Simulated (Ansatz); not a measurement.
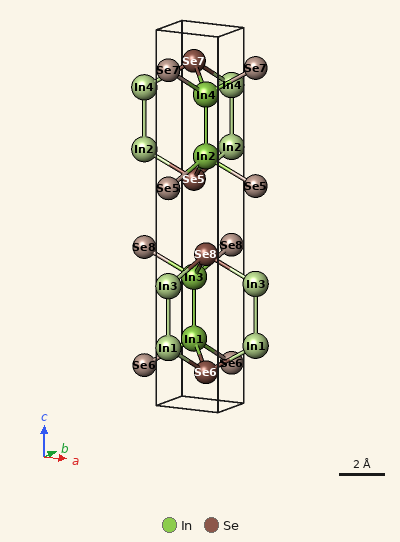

Figure 1. The input geometry of run 1 (ball-and-stick view of the cell of the calculation, seen slightly off an axis; neighbours outside the cell are drawn fainter; atoms are numbered from 1 in the order of the input).

## What a change does: band-structure calculation on InSe

System: InSe (8 atoms in the cell).
Method of run 1: DFT, PBE, plane waves, PAW, no spin polarisation (Ansatz 0.2.0).

The structure derives from an entry of the Crystallography Open Database. The geometry comes from this level: r2scan-rvv10. Text and figures count atoms from 1; the logs count them from 0 in places.

The input, run 1:
```yaml
crystal:
  lattice:
    - [4.018111942, 0.0, 0.0]
    - [-2.009055971, 3.479787017, 0.0]
    - [0.0, 0.0, 16.9256134633]
  atoms:
    - { symbol: In, position: [0.3333333333, 0.6666666667, 0.1677023254] }
    - { symbol: In, position: [0.6666666667, 0.3333333333, 0.6677023254] }
    - { symbol: In, position: [0.3333333333, 0.6666666667, 0.3322976746] }
    - { symbol: In, position: [0.6666666667, 0.3333333333, 0.8322976746] }
    - { symbol: Se, position: [0.3333333333, 0.6666666667, 0.5927860086] }
    - { symbol: Se, position: [0.6666666667, 0.3333333333, 0.0927860086] }
    - { symbol: Se, position: [0.3333333333, 0.6666666667, 0.9072139914] }
    - { symbol: Se, position: [0.6666666667, 0.3333333333, 0.4072139914] }
kpoints:
  mp_grid: { grid: [12, 12, 2] }
  band_path:
    path:
      - [0.0, 0.0, 0.0]
      - [0.5, 0.0, 0.0]
      - [0.3333333333, 0.3333333333, 0.0]
      - [0.0, 0.0, 0.5]
      - [0.5, 0.0, 0.5]
      - [0.3333333333, 0.3333333333, 0.5]
    npoints: 1
hamiltonian:
  xc: pbe
scf:
  occupations: { method: fixed }
  n_extra_bands: 6
output:
  forces: true
  stress: true
  eigenvalues: true
```

Launched with:
```bash
ansatz run input.yaml --threads 2 --pin off --max-ram 3686MiB --backend cpu --events-out ev --progress --plain --runs-dir out
```

Hardware: 2 threads of Arm Neoverse N1, 24 GiB of memory available, shared host.

Output, shortened to warnings, some set-up lines, iterations and results (run 1):
```
Basis set: ecut = 420 eV, 4653 PW (Γ), exchange–correlation on 54×54×240 points (8 copies of the dense FFT grid, shifted against one another)
Symmetry: 24 space group operations
k-points: 38 of 288
Initial density: superposition of atomic densities (neutral atoms: chi_scale 0, normalization atom), corrected by the library's trained network
[...]
SCF iter   1: F=—  HF=-44271.775373 eV  |F-HF|=—  |Δ(HF+E_count)|=         —  Δρ=1.59e-3  dr2=1.48e-2  ethr=1.77e-3  ⟨swp⟩=5.0  Hψ=8559  notcnv=0  defer=127
SCF iter   2: F=—  HF=-44271.772016 eV  |F-HF|=—  |Δ(HF+E_count)|=   3.36e-3  Δρ=6.07e-4  dr2=8.29e-4  ethr=1.27e-5  ⟨swp⟩=2.5  Hψ=4477  notcnv=0  defer=152
SCF iter   3: F=—  HF=-44271.772284 eV  |F-HF|=—  |Δ(HF+E_count)|=   2.69e-4  Δρ=2.76e-4  dr2=1.76e-4  ethr=7.15e-7  ⟨swp⟩=2.0  Hψ=2929  notcnv=0  defer=152
SCF iter   4: F=—  HF=-44271.772439 eV  |F-HF|=—  |Δ(HF+E_count)|=   1.55e-4  Δρ=5.05e-5  dr2=8.24e-6  ethr=1.51e-7  ⟨swp⟩=2.0  Hψ=3082  notcnv=0  defer=117
SCF iter   5: F=—  HF=-44271.772497 eV  |F-HF|=—  |Δ(HF+E_count)|=   5.83e-5  Δρ=1.75e-5  dr2=8.18e-7  ethr=7.11e-9  ⟨swp⟩=2.0  Hψ=3801  notcnv=0  defer=75
SCF iter   6: F=-44271.772498 eV  HF=-44271.772498 eV  |F-HF|=1.28e-8  |Δ(HF+E_count)|=   1.11e-6  Δρ=3.69e-6  dr2=5.29e-8  ethr=8.62e-11  ⟨swp⟩=11.4  Hψ=12750  notcnv=0
SCF 1 converged in 6 iterations: F = -44271.772498 eV  dr2 = 5.29e-8
NSCF: frozen V_eff on 6 k-points
SCF converged after 6 iterations
Free energy (F): -44271.772498 eV
Harris-Foulkes:  -44271.772498 eV  (|F-HF|=1.28e-8)
Internal energy: -44271.772498 eV  (E = F + TS)
E sigma→0 (E₀):  -44271.772498 eV
Fermi energy:    7.103181 eV
--- Per-component energies (eV) ---
  E_band       = -1841.555250
  E_kinetic    = 1446.253378
  E_local      = -15931.452456  (includes V_loc(G=0)·N_el)
  E_nonlocal   = -914.206605
  E_hartree    = 7342.847640
  E_xc         = -1277.841867
  E_vxc        = -789.527068  (∫ρ·V_xc dr)
  E_paw        = -24265.391763  (= ΣΔE_a)
  E_vpaw       = -338.334026  (= ΣTr[D̂ρ^β])
  E_aug_tail   = -0.002292  (compensation charges beyond the density's cutoff)
  E_ewald      = -10671.978534
  E_smearing   = -0.000000  (= −TS)
  E_closure    = -0.000000  (closes the sum)
  Σ components = -44271.772498   (vs F -44271.772498, Δ=0.00e0)
--- Forces (eV/Å), atoms counted from 1 ---
  atom   1  In     0.00000000     0.00000000     0.11598310
  atom   2  In     0.00000000    -0.00000000     0.11598310
  atom   3  In     0.00000000     0.00000000    -0.11598310
  atom   4  In     0.00000000    -0.00000000    -0.11598310
  atom   5  Se     0.00000000     0.00000000    -0.19500169
  atom   6  Se     0.00000000    -0.00000000    -0.19500169
  atom   7  Se     0.00000000     0.00000000     0.19500169
  atom   8  Se     0.00000000    -0.00000000     0.19500169
  max |Σ_I F_I| component: 9.25e-18 eV/Å
--- Stress (GPa, compression-positive) ---
        2.447074      -0.000000       0.000000
       -0.000000       2.447074       0.000000
        0.000000       0.000000       2.356809
  P = ⅓ Tr σ = 2.4170 GPa (24.170 kbar)
```

For run 2 the input was changed thus:
```diff
-  xc: pbe
+  xc: r2scan
```

How does run 2 compare with run 1?

The total energies belong to different methods, so their difference says nothing on which is more stable or more accurate. The gap on the mesh goes from 0.45 to 0.88 eV. The pressure goes from 2.42 to 0.78 GPa. The largest force goes from 0.195 to 0.029 eV/Å. The functional changes from PBE to r2SCAN. The SCF takes 8 iterations against 6. The default cutoff goes from 420 to 500 eV with the change. The plane waves at Γ go from 4653 to 6067. On the same kind of shared host run 2 took about 2.9 times as long.

Output, shortened to warnings, some set-up lines, iterations and results (run 2):
```
Basis set: ecut = 500 eV, 6067 PW (Γ), exchange–correlation on 120×120×500 points (64 copies of the dense FFT grid, shifted against one another)
Symmetry: 24 space group operations
k-points: 38 of 288
Initial density: superposition of atomic densities (neutral atoms: chi_scale 0, normalization atom), corrected by the library's trained network
[...]
SCF iter   1: F=—  HF=-44365.183354 eV  |F-HF|=—  |Δ(HF+E_count)|=         —  Δρ=5.78e-3  dr2=6.45e-2  dr2_τ=3.12e-2  ethr=1.77e-3  ⟨swp⟩=5.0  Hψ=8640  notcnv=0  defer=123
SCF iter   2: F=—  HF=-44365.209383 eV  |F-HF|=—  |Δ(HF+E_count)|=   2.60e-2  Δρ=2.54e-3  dr2=1.16e-2  dr2_τ=4.28e-4  ethr=5.56e-5  ⟨swp⟩=2.7  Hψ=4504  notcnv=0  defer=151
SCF iter   3: F=—  HF=-44365.209543 eV  |F-HF|=—  |Δ(HF+E_count)|=   1.60e-4  Δρ=6.43e-4  dr2=9.64e-4  dr2_τ=3.01e-5  ethr=9.96e-6  ⟨swp⟩=2.7  Hψ=3864  notcnv=0  defer=152
SCF iter   4: F=—  HF=-44365.209687 eV  |F-HF|=—  |Δ(HF+E_count)|=   1.44e-4  Δρ=1.88e-4  dr2=9.58e-5  dr2_τ=3.06e-6  ethr=8.31e-7  ⟨swp⟩=2.2  Hψ=4544  notcnv=0  defer=152
SCF iter   5: F=—  HF=-44365.209754 eV  |F-HF|=—  |Δ(HF+E_count)|=   6.67e-5  Δρ=5.38e-5  dr2=1.19e-5  dr2_τ=2.35e-7  ethr=8.26e-8  ⟨swp⟩=2.0  Hψ=4275  notcnv=0  defer=80
SCF iter   6: F=—  HF=-44365.209758 eV  |F-HF|=—  |Δ(HF+E_count)|=   3.75e-6  Δρ=1.74e-5  dr2=1.57e-6  dr2_τ=2.80e-8  ethr=1.03e-8  ⟨swp⟩=3.0  Hψ=3785  notcnv=0  defer=83
SCF iter   7: F=—  HF=-44365.209758 eV  |F-HF|=—  |Δ(HF+E_count)|=   5.70e-7  Δρ=5.46e-6  dr2=1.01e-7  dr2_τ=6.44e-9  ethr=8.62e-11  ⟨swp⟩=9.3  Hψ=12544  notcnv=0
SCF iter   8: F=-44365.209758 eV  HF=-44365.209758 eV  |F-HF|=1.46e-11  |Δ(HF+E_count)|=   7.06e-8  Δρ=1.85e-6  dr2=9.43e-9  dr2_τ=1.54e-9  ethr=8.62e-11  ⟨swp⟩=4.0  Hψ=7312  …
SCF 1 converged in 8 iterations: F = -44365.209758 eV  dr2 = 9.43e-9
NSCF: frozen V_eff on 6 k-points
SCF converged after 8 iterations
Free energy (F): -44365.209758 eV
Harris-Foulkes:  -44365.209758 eV  (|F-HF|=1.46e-11)
Internal energy: -44365.209758 eV  (E = F + TS)
E sigma→0 (E₀):  -44365.209758 eV
Fermi energy:    6.869430 eV
--- Per-component energies (eV) ---
  E_band       = -1926.538235
  E_kinetic    = 1445.964862
  E_local      = -15943.165029  (includes V_loc(G=0)·N_el)
  E_nonlocal   = -909.726738
  E_hartree    = 7352.122215
  E_xc         = -1195.865142
  E_vxc        = -848.189406  (∫ρ·V_xc dr)
  E_paw        = -24439.363687  (= ΣΔE_a)
  E_vpaw       = -426.016994  (= ΣTr[D̂ρ^β])
  E_aug_tail   = -0.000807  (compensation charges beyond the density's cutoff)
  E_vtau       = 50.351839  (kinetic-family band-sum trace: ∫τ·v_τ [+ j·A + Jᵃ·Aᵃ] dr)
  E_ewald      = -10671.978534
  E_core_change = -3.196898  (= ΣΔE_core)
  E_smearing   = -0.000000  (= −TS)
  E_closure    = -0.000000  (closes the sum)
  Σ components = -44365.209758   (vs F -44365.209758, Δ=0.00e0)
--- Forces (eV/Å), atoms counted from 1 ---
  atom   1  In    -0.00000000     0.00000000    -0.01179250
  atom   2  In     0.00000000    -0.00000000    -0.01179250
  atom   3  In     0.00000000     0.00000000     0.01179250
  atom   4  In     0.00000000    -0.00000000     0.01179250
  atom   5  Se    -0.00000000     0.00000000     0.02920039
  atom   6  Se     0.00000000    -0.00000000     0.02920039
  atom   7  Se    -0.00000000     0.00000000    -0.02920039
  atom   8  Se    -0.00000000    -0.00000000    -0.02920039
  max |Σ_I F_I| component: 1.39e-17 eV/Å
--- Stress (GPa, compression-positive) ---
        0.779899       0.000000       0.000000
        0.000000       0.779899      -0.000000
        0.000000      -0.000000       0.769638
  P = ⅓ Tr σ = 0.7765 GPa (7.765 kbar)
```

The two runs side by side:

| quantity | run 1 | run 2 |
| --- | --- | --- |
| outcome | converged | converged |
| free energy per atom (eV) | −5533.9716 | −5545.6512 |
| gap on the mesh (eV) | 0.45 | 0.88 |
| pressure (GPa) | 2.42 | 0.78 |
| largest force (eV/Å) | 0.195 | 0.029 |
| SCF iterations | 6 | 8 |
| irreducible k-points | 38 | 38 |
| plane waves at Γ | 4653 | 6067 |
| wall time (shared host) | 29 s | 82 s |
